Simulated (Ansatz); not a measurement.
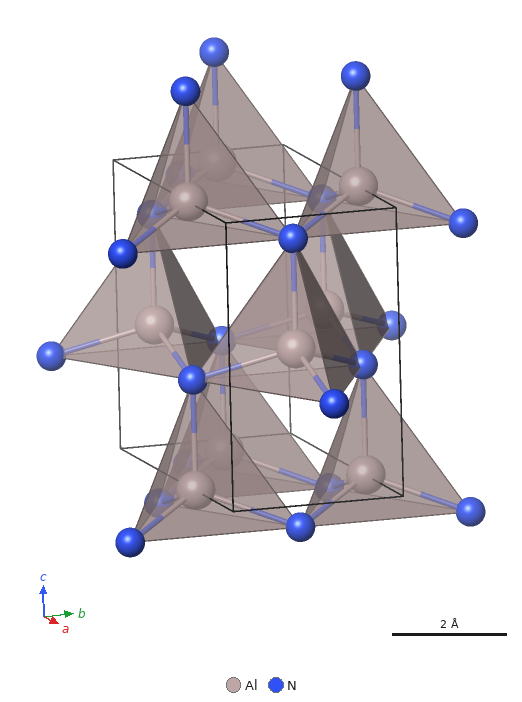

Fig. 1: The input geometry (polyhedral view of the cell 2 times as large as that of the calculation, set on its symmetry axes, seen slightly off an axis; polyhedra are completed across the faces of the cell).

**Geometry relaxation of AlN (part 1 of 2)**

The run: geometry relaxation of AlN (Cm, 4 atoms in the cell). Method and program: DFT PBE, scalar-relativistic, plane waves, PAW, no spin polarisation (Ansatz 0.2.0).

The structure derives from an entry of the Crystallography Open Database. It belongs to a series of runs on one base structure; here: film's bulk on the substrate's plane, third vector and atoms relaxed.

Input:
```yaml
crystal:
  lattice:
    - [3.2184289305, 0.0, 0.0]
    - [-1.6092144652, 5.9378516464, 0.0]
    - [-1.6092144652, -1.3414550329, 2.2896324003]
  atoms:
    - { symbol: Al, position: [0.6683953842, 0.0017287175, 0.3350620508] }
    - { symbol: Al, position: [0.8350620508, 0.5017287175, 0.1683953842] }
    - { symbol: "N", position: [0.0499379492, 0.3832712825, 0.7166046158] }
    - { symbol: "N", position: [0.2166046158, 0.8832712825, 0.5499379492] }
basis:
  ecutwfc: 420
kpoints:
  mp_grid: { grid: [9, 5, 11] }
hamiltonian:
  xc: pbe
scf:
  occupations: { method: gaussian, width: 0.02 }
output:
  forces: true
  stress: true
  eigenvalues: true
relax:
  adjacent_minimum: "off"
  f_tol: 0.01
  max_steps: 50
  cell: { fix: [a, b, gamma], stress_tol: 0.1 }
```

Run as:
```bash
ansatz run input.yaml --threads 4 --pin off --max-ram 10240MiB --backend cpu --events-out ev --progress --plain --runs-dir out
```

What the program printed:
```
Warning: crystal.symmetry: narrowed to the stabiliser of the k-point mesh — unitary ops 2 → 1; excluded 1 operation that carries a point of the 9×5×11 mesh (shift [0, 0, 0]) off the mesh (the run samples exactly the mesh kpoints.mp_grid names, as under crystal.symmetry.detect: false, and its converged state has the mesh's symmetry, not the crystal's; ε∞, the Born charges and the force constants of a linear response (`dielectric:` by the response, `phonons.method: dfpt`) are averaged over those of the crystal's operations that the state keeps within a tolerance, where `mesh_tensors`, `unaveraged_element` or `gamma_mean_max_change_ev_ang2` stands beside them; a row that `dielectric.field_direction` solves alone is averaged likewise, with nothing beside; a Γ-centred mesh of equal divisions is mapped onto itself by every operation and keeps the whole group, as does a half-shifted one under kpoints.further_shifts: images)
Engine: ansatz 0.2.0, x86_64-unknown-linux-gnu
Pseudopotentials: kind: paw
Pseudopotential: Al, paw, valence charge 3, recommended cutoff 420 eV (normal), Al.paw.azcp
Pseudopotential: N, paw, valence charge 5, recommended cutoff 420 eV (normal), N.paw.azcp
Functional definition: PBE
  parameter kappa = 0.804
  parameter beta = 0.06672455060314922
  exchange = pbe_x(kappa = kappa, mu = beta*pi^2/3)
  correlation = pbe_c(beta = beta)
Crystal: 4 atoms, lattice volume = 43.756 Å³
Basis set: ecut = 420 eV, 853 PW (Γ), exchange–correlation on 48×90×48 points (8 copies of the dense FFT grid, shifted against one another)
Bands: 12, of which v1, the nominal top of the filled ones, is band 8 counted from 1 (7 counted from 0)
Symmetry: 1 space group operations
k-points: 248 of 495 (time reversal used)
Non-local potential: Al, projectors of the file, l = 0: 2, l = 1: 2, l = 2: 1
Non-local potential: N, projectors of the file, l = 0: 2, l = 1: 2, l = 2: 1
PAW form: soft (Blöchl's): semilocal exchange-correlation on the pseudo side does not see the compensation charge
PAW one-centre angular grid: Al, 110 points (default); XC on 64 Gauss nodes
PAW one-centre angular grid: N, 110 points (default); XC on 64 Gauss nodes
Initial density: superposition of atomic densities (neutral atoms: chi_scale 0, normalization atom), corrected by the library's trained network
Initial wavefunctions: pseudopotential atomic-orbital guess
Functional: x = pbe(κ = 0.804, μ = 0.2195149727645171), c = pbe(β = 0.06672455060314922)
SCF iter   1: F=—  HF=-1848.349784 eV  |F-HF|=—  |Δ(HF+E_count)|=         —  Δρ=9.48e-4  dr2=2.15e-4  ethr=1.77e-3  ⟨swp⟩=6.3  Hψ=20607  notcnv=0
preconditioner: auto → none  [insulator: Δε(μ)=3.607 eV  Ē_g=12.719 eV  σ=0.020 eV  W_gap=1.00  n_scr=6 (ndim 8)  ℏωp=22.5 eV  f_vac=0.000  D(μ)=0.00/eV (n_scr^D=0)  ε∞_Penn≈4.1]
SCF iter   2: F=—  HF=-1848.350084 eV  |F-HF|=—  |Δ(HF+E_count)|=   3.01e-4  Δρ=4.36e-4  dr2=3.30e-5  ethr=1.34e-6  ⟨swp⟩=2.3  Hψ=7039  notcnv=0
SCF iter   3: F=—  HF=-1848.350171 eV  |F-HF|=—  |Δ(HF+E_count)|=   8.65e-5  Δρ=7.38e-5  dr2=1.32e-6  ethr=2.06e-7  ⟨swp⟩=2.7  Hψ=5247  notcnv=0
iter 4 did not close the SCF: its close was put off for the readings that it lacked (scf_convergence_deferred on its scf_iter line)
SCF iter   4: F=-1848.350173 eV  HF=-1848.350173 eV  |F-HF|=4.29e-8  |Δ(HF+E_count)|=   2.42e-6  Δρ=1.61e-5  dr2=7.61e-8  ethr=8.22e-9  ⟨swp⟩=2.0  Hψ=4464  notcnv=0
iter 5 did not close the SCF: its close was put off for the readings that it lacked (scf_convergence_deferred on its scf_iter line)
SCF iter   5: F=-1848.350173 eV  HF=-1848.350173 eV  |F-HF|=1.95e-8  |Δ(HF+E_count)|=   7.18e-8  Δρ=4.78e-6  dr2=2.82e-8  ethr=4.75e-10  ⟨swp⟩=2.0  Hψ=4464  notcnv=0
SCF iter   6: F=-1848.350173 eV  HF=-1848.350173 eV  |F-HF|=3.52e-11  |Δ(HF+E_count)|=   4.92e-9  Δρ=7.73e-7  dr2=2.58e-10  ethr=1.76e-10  ⟨swp⟩=2.0  Hψ=9958  notcnv=0
SCF 1 converged in 6 iterations: F = -1848.350173 eV  dr2 = 2.58e-10
  greatest PAW one-centre occupation: 0.786 electrons in one spin orbital (limit 2), on the N atom at site 3 (counted from 0), in its partial waves of l = 0
relax step   1: F+E_penalty+E_count = -1848.35017332 eV  Δ(F+E_penalty+E_count) = +0.000e0 eV  max|allowed force component| = 9.770e-1 eV/Å  Δτ_max = 0.0000 Å  P = -4.375 GPa  Ω = 43.756 Å³  fix = [a, b, gamma]  reactions: a -10.315, b -11.888 GPa; gamma +3.222 GPa/rad  (6 SCF iters, dr2 threshold 1.00e-7 eV, accepted)
Crystal: 4 atoms, lattice volume = 44.217 Å³
Basis set: ecut = 420 eV, 863 PW (Γ), exchange–correlation on 48×90×48 points (8 copies of the dense FFT grid, shifted against one another)
Initial density: handed on by an earlier stage of this run
Initial wavefunctions: those handed on with the density
iter 1 solved again at ethr=3.08e-5 eV; its pass at ethr=3.10e-3 eV (dr2=4.93e-3 eV) is discarded
SCF iter   1: F=—  HF=-1848.375945 eV  |F-HF|=—  |Δ(HF+E_count)|=         —  Δρ=3.13e-3  dr2=4.95e-3  ethr=3.08e-5  ⟨swp⟩=1.0  Hψ=20272  notcnv=0
preconditioner: auto → none  [insulator: Δε(μ)=3.552 eV  Ē_g=12.637 eV  σ=0.020 eV  W_gap=1.00  n_scr=6 (ndim 8)  ℏωp=22.3 eV  f_vac=0.000  D(μ)=0.00/eV (n_scr^D=0)  ε∞_Penn≈4.1]
SCF iter   2: F=—  HF=-1848.374363 eV  |F-HF|=—  |Δ(HF+E_count)|=   1.58e-3  Δρ=8.69e-4  dr2=2.91e-4  ethr=3.08e-5  ⟨swp⟩=2.6  Hψ=5565  notcnv=0
SCF iter   3: F=—  HF=-1848.374301 eV  |F-HF|=—  |Δ(HF+E_count)|=   6.21e-5  Δρ=2.38e-4  dr2=1.50e-5  ethr=1.82e-6  ⟨swp⟩=2.0  Hψ=4856  notcnv=0
SCF iter   4: F=—  HF=-1848.374303 eV  |F-HF|=—  |Δ(HF+E_count)|=   1.90e-6  Δρ=4.65e-5  dr2=1.99e-6  ethr=9.37e-8  ⟨swp⟩=2.5  Hψ=4788  notcnv=0
iter 5 did not close the SCF: its close was put off for the readings that it lacked (scf_convergence_deferred on its scf_iter line)
SCF iter   5: F=-1848.374303 eV  HF=-1848.374303 eV  |F-HF|=4.67e-8  |Δ(HF+E_count)|=   3.56e-7  Δρ=1.56e-5  dr2=1.27e-7  ethr=1.24e-8  ⟨swp⟩=2.1  Hψ=4332  notcnv=0
SCF iter   6: F=-1848.374303 eV  HF=-1848.374303 eV  |F-HF|=3.58e-9  |Δ(HF+E_count)|=   1.50e-9  Δρ=4.31e-6  dr2=3.81e-9  ethr=7.95e-10  ⟨swp⟩=2.0  Hψ=10010  notcnv=0
SCF 2 converged in 6 iterations: F = -1848.374303 eV  dr2 = 3.81e-9
  greatest PAW one-centre occupation: 0.785 electrons in one spin orbital (limit 2), on the N atom at site 3 (counted from 0), in its partial waves of l = 0
relax step   2: F+E_penalty+E_count = -1848.37430292 eV  Δ(F+E_penalty+E_count) = -2.413e-2 eV  max|allowed force component| = 6.273e-1 eV/Å  Δτ_max = 0.0119 Å  P = -6.439 GPa  Ω = 44.217 Å³  energy of the carried Pulay correction = -1.356e-3 eV  fix = [a, b, gamma]  reactions: a -10.893, b -12.807 GPa; gamma +3.471 GPa/rad  (6 SCF iters, dr2 threshold 4.00e-7 eV, accepted)
Crystal: 4 atoms, lattice volume = 44.485 Å³
Basis set: ecut = 420 eV, 871 PW (Γ), exchange–correlation on 48×90×48 points (8 copies of the dense FFT grid, shifted against one another)
iter 1 solved again at ethr=4.29e-5 eV; its pass at ethr=3.10e-3 eV (dr2=6.87e-3 eV) is discarded
SCF iter   1: F=—  HF=-1848.392648 eV  |F-HF|=—  |Δ(HF+E_count)|=         —  Δρ=3.93e-3  dr2=6.81e-3  ethr=4.29e-5  ⟨swp⟩=1.1  Hψ=20879  notcnv=0
preconditioner: auto → none  [insulator: Δε(μ)=3.495 eV  Ē_g=12.592 eV  σ=0.020 eV  W_gap=1.00  n_scr=6 (ndim 8)  ℏωp=22.3 eV  f_vac=0.000  D(μ)=0.00/eV (n_scr^D=0)  ε∞_Penn≈4.1]
SCF iter   2: F=—  HF=-1848.390058 eV  |F-HF|=—  |Δ(HF+E_count)|=   2.59e-3  Δρ=1.17e-3  dr2=4.52e-4  ethr=4.26e-5  ⟨swp⟩=3.0  Hψ=5790  notcnv=0
SCF iter   3: F=—  HF=-1848.389927 eV  |F-HF|=—  |Δ(HF+E_count)|=   1.31e-4  Δρ=2.65e-4  dr2=1.52e-5  ethr=2.83e-6  ⟨swp⟩=2.6  Hψ=4901  notcnv=0
SCF iter   4: F=—  HF=-1848.389925 eV  |F-HF|=—  |Δ(HF+E_count)|=   1.78e-6  Δρ=5.65e-5  dr2=3.98e-6  ethr=9.49e-8  ⟨swp⟩=2.1  Hψ=4459  notcnv=0
iter 5 did not close the SCF: its close was put off for the readings that it lacked (scf_convergence_deferred on its scf_iter line)
SCF iter   5: F=-1848.389924 eV  HF=-1848.389924 eV  |F-HF|=2.29e-8  |Δ(HF+E_count)|=   1.06e-6  Δρ=1.35e-5  dr2=8.98e-8  ethr=2.49e-8  ⟨swp⟩=2.1  Hψ=4295  notcnv=0
SCF iter   6: F=-1848.389924 eV  HF=-1848.389924 eV  |F-HF|=2.38e-9  |Δ(HF+E_count)|=   5.48e-9  Δρ=4.12e-6  dr2=3.81e-9  ethr=5.61e-10  ⟨swp⟩=2.0  Hψ=9074  notcnv=0
SCF 3 converged in 6 iterations: F = -1848.389924 eV  dr2 = 3.81e-9
relax step   3: F+E_penalty+E_count = -1848.38992424 eV  Δ(F+E_penalty+E_count) = -1.562e-2 eV  max|allowed force component| = 4.727e-2 eV/Å  Δτ_max = 0.0221 Å  P = -7.876 GPa  Ω = 44.485 Å³  energy of the carried Pulay correction = -2.137e-3 eV  fix = [a, b, gamma]  reactions: a -10.692, b -12.769 GPa; gamma +3.461 GPa/rad  (6 SCF iters, dr2 threshold 4.00e-7 eV, accepted)
Crystal: 4 atoms, lattice volume = 44.483 Å³
iter 1 solved again at ethr=1.72e-7 eV; its pass at ethr=3.10e-3 eV (dr2=2.76e-5 eV) is discarded
SCF iter   1: F=—  HF=-1848.390043 eV  |F-HF|=—  |Δ(HF+E_count)|=         —  Δρ=2.56e-4  dr2=3.03e-5  ethr=1.72e-7  ⟨swp⟩=2.4  Hψ=18879  notcnv=0
preconditioner: auto → none  [insulator: Δε(μ)=3.519 eV  Ē_g=12.604 eV  σ=0.020 eV  W_gap=1.00  n_scr=6 (ndim 8)  ℏωp=22.3 eV  f_vac=0.000  D(μ)=0.00/eV (n_scr^D=0)  ε∞_Penn≈4.1]
SCF iter   2: F=—  HF=-1848.390030 eV  |F-HF|=—  |Δ(HF+E_count)|=   1.31e-5  Δρ=8.30e-5  dr2=2.46e-6  ethr=1.72e-7  ⟨swp⟩=2.4  Hψ=4498  notcnv=0
SCF iter   3: F=—  HF=-1848.390029 eV  |F-HF|=—  |Δ(HF+E_count)|=   3.45e-7  Δρ=2.74e-5  dr2=3.42e-7  ethr=1.54e-8  ⟨swp⟩=2.2  Hψ=4426  notcnv=0
iter 4 did not close the SCF: its close was put off for the readings that it lacked (scf_convergence_deferred on its scf_iter line)
SCF iter   4: F=-1848.390029 eV  HF=-1848.390029 eV  |F-HF|=3.54e-9  |Δ(HF+E_count)|=   3.94e-8  Δρ=9.23e-6  dr2=2.13e-8  ethr=2.14e-9  ⟨swp⟩=2.1  Hψ=4240  notcnv=0
iter 5 did not close the SCF: its close was put off for the readings that it lacked (scf_convergence_deferred on its scf_iter line)
SCF iter   5: F=-1848.390029 eV  HF=-1848.390029 eV  |F-HF|=2.44e-10  |Δ(HF+E_count)|=   6.87e-9  Δρ=1.07e-6  dr2=2.54e-10  ethr=1.33e-10  ⟨swp⟩=2.3  Hψ=4888  notcnv=0
SCF iter   6: F=-1848.390029 eV  HF=-1848.390029 eV  |F-HF|=2.96e-12  |Δ(HF+E_count)|=  2.83e-10  Δρ=2.29e-7  dr2=1.30e-11  ethr=1.59e-12  ⟨swp⟩=1.0  Hψ=8724  notcnv=0
SCF 4 converged in 6 iterations: F = -1848.390029 eV  dr2 = 1.30e-11
relax step   4: F+E_penalty+E_count = -1848.39002944 eV  Δ(F+E_penalty+E_count) = -1.052e-4 eV  max|allowed force component| = 1.306e-3 eV/Å  Δτ_max = 0.0024 Å  P = -7.853 GPa  Ω = 44.483 Å³  energy of the carried Pulay correction = -2.132e-3 eV  fix = [a, b, gamma]  reactions: a -10.745, b -12.812 GPa; gamma +3.472 GPa/rad  (6 SCF iters, dr2 threshold 1.40e-7 eV, accepted)
Initial wavefunctions: pseudopotential atomic-orbital guess (no wavefunctions were taken with the density)
iter 1 solved again at ethr=1.88e-8 eV; its pass at ethr=3.10e-3 eV (dr2=3.02e-6 eV) is discarded
SCF iter   1: F=—  HF=-1848.392643 eV  |F-HF|=—  |Δ(HF+E_count)|=         —  Δρ=1.29e-4  dr2=9.53e-7  ethr=1.88e-8  ⟨swp⟩=3.0  Hψ=28889  notcnv=0
SCF iter   2: F=—  HF=-1848.392644 eV  |F-HF|=—  |Δ(HF+E_count)|=   4.93e-7  Δρ=6.25e-5  dr2=1.86e-7  ethr=5.96e-9  ⟨swp⟩=2.1  Hψ=4509  notcnv=0
SCF iter   3: F=—  HF=-1848.392645 eV  |F-HF|=—  |Δ(HF+E_count)|=   1.15e-6  Δρ=9.72e-6  dr2=9.94e-9  ethr=1.16e-9  ⟨swp⟩=2.0  Hψ=4938  notcnv=0
SCF iter   4: F=—  HF=-1848.392645 eV  |F-HF|=—  |Δ(HF+E_count)|=   2.64e-8  Δρ=1.28e-6  dr2=8.87e-10  ethr=6.22e-11  ⟨swp⟩=2.0  Hψ=4960  notcnv=0
iter 5 did not close the SCF: its close was put off for the readings that it lacked (scf_convergence_deferred on its scf_iter line)
SCF iter   5: F=-1848.392645 eV  HF=-1848.392645 eV  |F-HF|=5.64e-11  |Δ(HF+E_count)|=  6.82e-11  Δρ=5.92e-7  dr2=6.84e-11  ethr=5.54e-12  ⟨swp⟩=2.1  Hψ=4315  notcnv=0
SCF iter   6: F=-1848.392645 eV  HF=-1848.392645 eV  |F-HF|=3.41e-12  |Δ(HF+E_count)|=  7.39e-11  Δρ=1.14e-7  dr2=1.75e-12  ethr=1.00e-12  ⟨swp⟩=2.0  Hψ=10193  notcnv=0
SCF 5 converged in 6 iterations: F = -1848.392645 eV  dr2 = 1.75e-12
relax step   5: F+E_penalty+E_count = -1848.39264474 eV  Δ(F+E_penalty+E_count) = -2.615e-3 eV  max|allowed force component| = 1.349e-3 eV/Å  Δτ_max = 0.0000 Å  P = -7.754 GPa  Ω = 44.483 Å³  fix = [a, b, gamma]  reactions: a -10.693, b -12.758 GPa; gamma +3.458 GPa/rad  stress off target by 1.89e-1 GPa on what of the cell is left free  SCF on the basis re-selected at this cell (its energy is not comparable with the rows above)  (6 SCF iters)
basis re-selected at this cell: Δ(F+E_penalty+E_count) = -2.615e-3 eV, ΔP = +0.099 GPa vs the last step (what re-selecting the basis moved, of the pressure what is left beyond the Pulay correction that the steps carried, after the strain that the cell walked since its last selection, with what the two solves' SCF thresholds leave and, on support functions, any second-order correction that the steps lacked; it is no measure of the basis error at this ecutwfc). This SCF's stress stands 1.89e-1 GPa from its target on what of the cell is left free (relax.cell.stress_tol is 1.00e-1 GPa) and its largest allowed force component is 1.35e-3 eV/Å (relax.f_tol is 1.00e-2 eV/Å): not within both, so this SCF does not close the relaxation
Crystal: 4 atoms, lattice volume = 44.512 Å³
Basis set: ecut = 420 eV, 875 PW (Γ), exchange–correlation on 48×90×48 points (8 copies of the dense FFT grid, shifted against one another)
iter 1 solved again at ethr=6.03e-8 eV; its pass at ethr=3.10e-3 eV (dr2=9.64e-6 eV) is discarded
```
